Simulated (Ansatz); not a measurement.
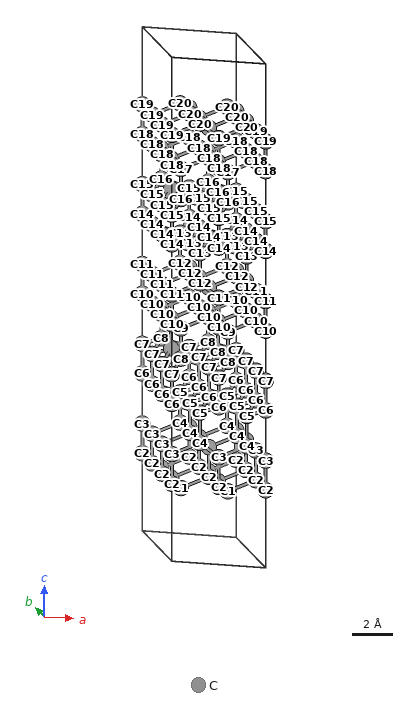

**Figure 1.** The input geometry of run 1 (ball-and-stick view of the 2 × 3 repeat of the cell, with the vacuum cut short, seen slightly off an axis; atoms are numbered from 1 in the order of the input). An atom can appear more than once, as a periodic image.

# Mending a single-point calculation on C

System: C (slab, 20 atoms in the cell).
Method of run 1: DFT PBEsol, scalar-relativistic, plane waves, PAW, no spin polarisation (Ansatz 0.2.0).

The structure derives from an entry of the Crystallography Open Database. The run did not end well. Text and figures count atoms from 1; the logs count them from 0 in places.

## Input file, run 1
```yaml
crystal:
  lattice:
    - [2.5053676368, 0.0, 0.0]
    - [-1.2526838184, 2.1697120193, 0.0]
    - [0.0, 0.0, 34.1007856675]
  atoms:
    - { symbol: C, position: [0.3333333333, 0.6666666667, 0.2199362816] }
    - { symbol: C, position: [0.0, 0.0, 0.2351067616] }
    - { symbol: C, position: [0.0, 0.0, 0.2801628792] }
    - { symbol: C, position: [0.6666666667, 0.3333333333, 0.2953333591] }
    - { symbol: C, position: [0.6666666667, 0.3333333333, 0.3411188714] }
    - { symbol: C, position: [0.0, 0.0, 0.3562893514] }
    - { symbol: C, position: [0.0, 0.0, 0.401345469] }
    - { symbol: C, position: [0.3333333333, 0.6666666667, 0.416515949] }
    - { symbol: C, position: [0.3333333333, 0.6666666667, 0.4623014612] }
    - { symbol: C, position: [0.0, 0.0, 0.4774719412] }
    - { symbol: C, position: [0.0, 0.0, 0.5225280588] }
    - { symbol: C, position: [0.6666666667, 0.3333333333, 0.5376985388] }
    - { symbol: C, position: [0.6666666667, 0.3333333333, 0.583484051] }
    - { symbol: C, position: [0.0, 0.0, 0.598654531] }
    - { symbol: C, position: [0.0, 0.0, 0.6437106486] }
    - { symbol: C, position: [0.3333333333, 0.6666666667, 0.6588811286] }
    - { symbol: C, position: [0.3333333333, 0.6666666667, 0.7046666409] }
    - { symbol: C, position: [0.0, 0.0, 0.7198371208] }
    - { symbol: C, position: [0.0, 0.0, 0.7648932384] }
    - { symbol: C, position: [0.6666666667, 0.3333333333, 0.7800637184] }
basis:
  ecutwfc: 420
kpoints:
  mp_grid: { grid: [12, 12, 1] }
hamiltonian:
  xc: pbesol
scf:
  occupations: { method: gaussian, width: 0.05 }
  max_iter: 5
output:
  forces: true
  stress: true
  eigenvalues: true
efield:
  axis: 3
  dipole_correction: true
  ramp_width: 0.04
```

Launched with:
```bash
ansatz run input.yaml --threads 2 --pin off --max-ram 5120MiB --backend cpu --events-out ev --progress --plain --runs-dir out
```

Hardware: 2 threads of Arm Neoverse V1, 24 GiB of memory available, shared host.

## Output, shortened to warnings, some set-up lines, iterations and results (run 1)
```
WARN: efield: at this solve's end the planar-averaged density reaches 1.87e-5 e/Å³ inside the ramp window [0.9507, 0.0493] (bound 1e-5 e/Å³), and -1.68e-5 e/Å³ on another of its planes; by the running means of the window's planes the mean density over a ramp is at most 1.30e-5 e/Å³, which is held to the bound (the quickstart, § The vacuum guard, A window that rings); the window's nearer edge …
Error: did not converge after 5 iterations: dr2 = 1.26e-1 (threshold 1.00e-7), under the density mixer `msr1`, which `scf.mixing.algorithm: auto` chose by the deck's other keys (type `scf.mixing.algorithm: msr1` to keep it); raise `scf.max_iter`, which need not help a stalled SCF, or adjust the mixing (`scf.mixing`) or, under a smearing, its width (`scf.occupations.width`, in either direction: …
Basis set: ecut = 420 eV, 3575 PW (Γ), exchange–correlation on 36×36×480 points (8 copies of the dense FFT grid, shifted against one another)
Symmetry: 6 space group operations
k-points: 19 of 144 (time reversal used)
Initial density: superposition of atomic densities (neutral atoms: chi_scale 0, normalization atom), corrected by the library's trained network
[...]
SCF iter   1: F=—  HF=-4928.075431 eV  |F-HF|=—  |Δ(HF+E_count)|=         —  Δρ=1.47e-2  dr2=9.95e-1  ethr=1.77e-3  p=0.000 e·Å  D=2.31e-13 V/Å  ΔV_dip=-0.00 eV  …
SCF iter   2: F=—  HF=-4927.998846 eV  |F-HF|=—  |Δ(HF+E_count)|=   7.66e-2  Δρ=8.25e-3  dr2=4.23e-1  ethr=1.24e-3  p=0.000 e·Å  D=1.30e-5 V/Å  ΔV_dip=-0.00 eV  …
SCF iter   3: F=—  HF=-4928.068152 eV  |F-HF|=—  |Δ(HF+E_count)|=   6.93e-2  Δρ=9.29e-3  dr2=1.20e0  ethr=5.29e-4  p=0.000 e·Å  D=1.73e-5 V/Å  ΔV_dip=-0.00 eV  …
SCF iter   4: F=—  HF=-4927.961156 eV  |F-HF|=—  |Δ(HF+E_count)|=   1.07e-1  Δρ=5.43e-3  dr2=1.91e-1  ethr=5.29e-4  p=0.000 e·Å  D=9.65e-6 V/Å  ΔV_dip=-0.00 eV  …
SCF iter   5: F=—  HF=-4927.957107 eV  |F-HF|=—  |Δ(HF+E_count)|=   4.05e-3  Δρ=4.45e-3  dr2=1.26e-1  ethr=2.38e-4  p=0.000 e·Å  D=6.68e-7 V/Å  ΔV_dip=-0.00 eV  …
WARN: efield: at this solve's end the planar-averaged density reaches 1.87e-5 e/Å³ inside the ramp window [0.9507, 0.0493] (bound 1e-5 e/Å³), and -1.68e-5 e/Å³ on another of its planes; by the running means of the window's planes the mean density over a ramp is at most 1.30e-5 e/Å³, which is held …
[...]
```

### What went wrong, and how is the input to be mended?

The run did not converge: “did not converge after 5 iterations: dr2 = 1.26e-1 (threshold 1.00e-7), under the density mixer `msr1`, which `scf.mixing.algorithm: auto` chose by the deck's other keys (type `scf.mixing.algorithm: msr1` to keep it) …” Its last values are not results. Warnings of the run: the density in the vacuum is higher than it should be, so vacuum levels may be off. Likely cause: The residual was still falling when the limit of 5 iterations cut the run off.

A run of the same system that converges differs from this input as follows (lines with − go, lines with + come):
```diff
-  max_iter: 5
+  n_extra_bands: 30
```

## Output, shortened to warnings, some set-up lines, iterations and results (run 2)
```
Basis set: ecut = 420 eV, 3575 PW (Γ), exchange–correlation on 36×36×480 points (8 copies of the dense FFT grid, shifted against one another)
Symmetry: 6 space group operations
k-points: 19 of 144 (time reversal used)
Initial density: superposition of atomic densities (neutral atoms: chi_scale 0, normalization atom), corrected by the library's trained network
[...]
SCF iter   1: F=—  HF=-4928.077834 eV  |F-HF|=—  |Δ(HF+E_count)|=         —  Δρ=1.46e-2  dr2=9.86e-1  ethr=1.77e-3  p=0.000 e·Å  D=2.31e-13 V/Å  ΔV_dip=-0.00 eV  …
SCF iter   2: F=—  HF=-4928.001878 eV  |F-HF|=—  |Δ(HF+E_count)|=   7.60e-2  Δρ=8.26e-3  dr2=4.24e-1  ethr=1.23e-3  p=-0.000 e·Å  D=-1.19e-5 V/Å  ΔV_dip=0.00 eV  …
SCF iter   3: F=—  HF=-4928.064470 eV  |F-HF|=—  |Δ(HF+E_count)|=   6.26e-2  Δρ=9.25e-3  dr2=1.15e0  ethr=5.30e-4  p=-0.000 e·Å  D=-1.86e-6 V/Å  ΔV_dip=0.00 eV  …
SCF iter   4: F=—  HF=-4927.959122 eV  |F-HF|=—  |Δ(HF+E_count)|=   1.05e-1  Δρ=5.37e-3  dr2=1.79e-1  ethr=5.30e-4  p=-0.000 e·Å  D=-7.94e-6 V/Å  ΔV_dip=0.00 eV  …
SCF iter   5: F=—  HF=-4927.957023 eV  |F-HF|=—  |Δ(HF+E_count)|=   2.10e-3  Δρ=4.31e-3  dr2=1.20e-1  ethr=2.23e-4  p=-0.000 e·Å  D=-8.73e-6 V/Å  ΔV_dip=0.00 eV  …
[... 11 lines ...]
SCF iter  17: F=—  HF=-4927.936627 eV  |F-HF|=—  |Δ(HF+E_count)|=   9.44e-7  Δρ=8.63e-6  dr2=2.35e-7  ethr=5.28e-10  p=0.000 e·Å  D=1.33e-7 V/Å  ΔV_dip=-0.00 eV  …
SCF iter  18: F=—  HF=-4927.936628 eV  |F-HF|=—  |Δ(HF+E_count)|=   3.14e-7  Δρ=6.30e-6  dr2=1.72e-7  ethr=2.94e-10  p=0.000 e·Å  D=1.20e-7 V/Å  ΔV_dip=-0.00 eV  …
SCF iter  19: F=—  HF=-4927.936628 eV  |F-HF|=—  |Δ(HF+E_count)|=   8.77e-8  Δρ=5.22e-6  dr2=1.26e-7  ethr=2.15e-10  p=0.000 e·Å  D=9.03e-8 V/Å  ΔV_dip=-0.00 eV  …
SCF iter  20: F=-4927.936628 eV  HF=-4927.936628 eV  |F-HF|=4.56e-9  |Δ(HF+E_count)|=   1.86e-8  Δρ=3.12e-6  dr2=4.77e-8  ethr=1.25e-10  p=0.000 e·Å  D=6.80e-8 V/Å  …
SCF 1 converged in 20 iterations: F = -4927.936628 eV  dr2 = 4.77e-8
SCF converged after 20 iterations
Free energy (F): -4927.936628 eV
Harris-Foulkes:  -4927.936628 eV  (|F-HF|=4.56e-9)
Internal energy: -4927.915065 eV  (E = F + TS)
E sigma→0 (E₀):  -4927.925846 eV
Entropy (-TS):   -0.021563 eV (-1.078 meV/atom)
Fermi energy:    6.460058 eV
Dipole field:    D = 0.000006 V/Å  (p = 0.000006 e·Å, saw-weighted, corrected)
Work function:   Φ+ = 5.6181 eV   Φ− = 5.6183 eV
Levels:          The Fermi level and band energies are counted from a zero that moves with the ramp; work functions are not
--- Per-component energies (eV) ---
  E_band       = -264.361099
  E_kinetic    = 1834.653693
  E_local      = -95818.927488  (includes V_loc(G=0)·N_el)
  E_nonlocal   = 535.820329
  E_hartree    = 47259.875734
  E_xc         = -964.714497
  E_vxc        = -1200.948281  (∫ρ·V_xc dr)
  E_paw        = -1905.939796  (= ΣΔE_a)
  E_vpaw       = -134.673054  (= ΣTr[D̂ρ^β])
  E_aug_tail   = 0.000168  (compensation charges beyond the density's cutoff)
  E_efield     = 0.000000  (sawtooth field / dipole correction)
  E_vefield    = 0.000000  (∫n·V_field dr)
  E_ewald      = 44130.894782
  E_core_change = 0.422010  (= ΣΔE_core)
  E_smearing   = -0.021563  (= −TS)
  E_closure    = -0.000000  (closes the sum)
  Σ components = -4927.936628   (vs F -4927.936628, Δ=0.00e0)
--- Forces (eV/Å), atoms counted from 1 ---
  atom   1  C      0.00000000     0.00000000     4.24528955
  atom   2  C     -0.00000000    -0.00000000    -4.79754377
  atom   3  C      0.00000000     0.00000000     0.82508328
  atom   4  C      0.00000000    -0.00000000    -0.37596908
  atom   5  C      0.00000000    -0.00000000     0.16096620
  atom   6  C      0.00000000     0.00000000    -0.07857865
  atom   7  C      0.00000000    -0.00000000     0.03531845
  atom   8  C      0.00000000     0.00000000    -0.01980450
  atom   9  C      0.00000000     0.00000000     0.01267584
  atom  10  C      0.00000000    -0.00000000    -0.00888131
  atom  11  C      0.00000000     0.00000000     0.00889702
  atom  12  C      0.00000000    -0.00000000    -0.01253074
  atom  13  C      0.00000000    -0.00000000     0.01966098
  atom  14  C      0.00000000     0.00000000    -0.03539568
  atom  15  C      0.00000000    -0.00000000     0.07863892
  atom  16  C      0.00000000     0.00000000    -0.16096551
  atom  17  C      0.00000000     0.00000000     0.37596811
  atom  18  C     -0.00000000    -0.00000000    -0.82508395
  atom  19  C      0.00000000     0.00000000     4.79754679
  atom  20  C     -0.00000000    -0.00000000    -4.24529156
  max |Σ_I F_I| component: 3.79e-7 eV/Å
--- Stress (GPa, compression-positive) ---
        0.099422       0.000000       0.000000
        0.000000       0.099422       0.000000
[...]
```

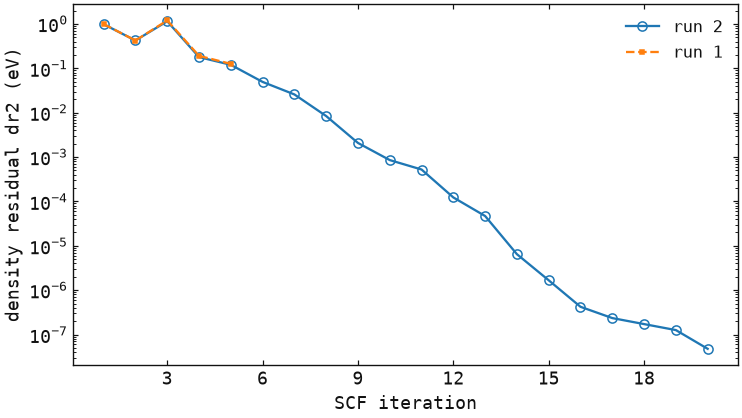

**Figure 2.** Convergence of the two runs: density residual dr2 against the SCF iteration. Run 2 takes 20 iterations in all, and run 1 stops after 5.

## The two runs side by side

```tsv
quantity	run 1	run 2
outcome	not converged	converged
free energy per atom (eV)	–	−246.3968
gap on the mesh (eV)	–	0.00
work function (eV)	–	5.62
largest force (eV/Å)	–	4.798
SCF iterations	–	20
irreducible k-points	–	19
plane waves at Γ	–	3575
wall time (shared host)	20 s	21 s
```
